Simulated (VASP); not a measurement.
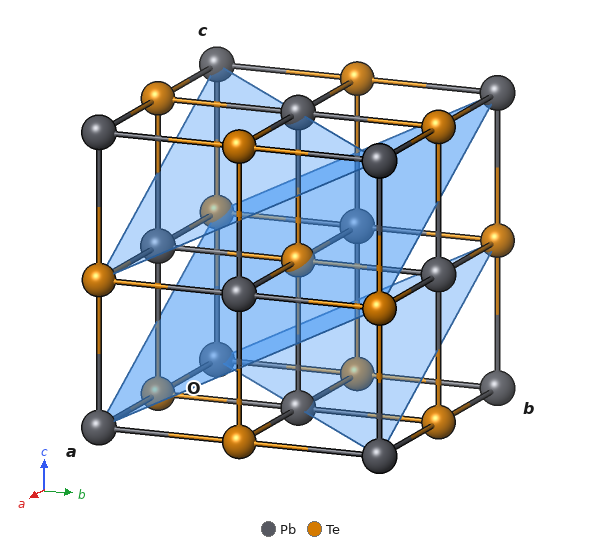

For TePb, the end point of a relaxation with VASP Kohn-Sham DFT of a periodic cell, B3LYP, VASP PAW PBE potentials, recommended in VASP: every member of one family of equally spaced planes, hx + ky + lz = a whole number, that cuts the unit cell is shaded (one member passes through the origin O). Geometry calculated from the standardised cell; symmetry tolerance 0.002 Å.

a = 6.661 Å, b = 6.661 Å, c = 6.661 Å, α = 90.00°, β = 90.00°, γ = 90.00°.

What are the Miller indices?

(1 −1 2); the opposite sign names the same planes. The member next to the origin meets the axes a at 1, b at −1, c at 1/2.

What is the spacing?

d = 2.719 Å.

Which atoms of the cell lie in these planes (within 0.03 Å)?

2 of the 4 Pb, 2 of the 4 Te.
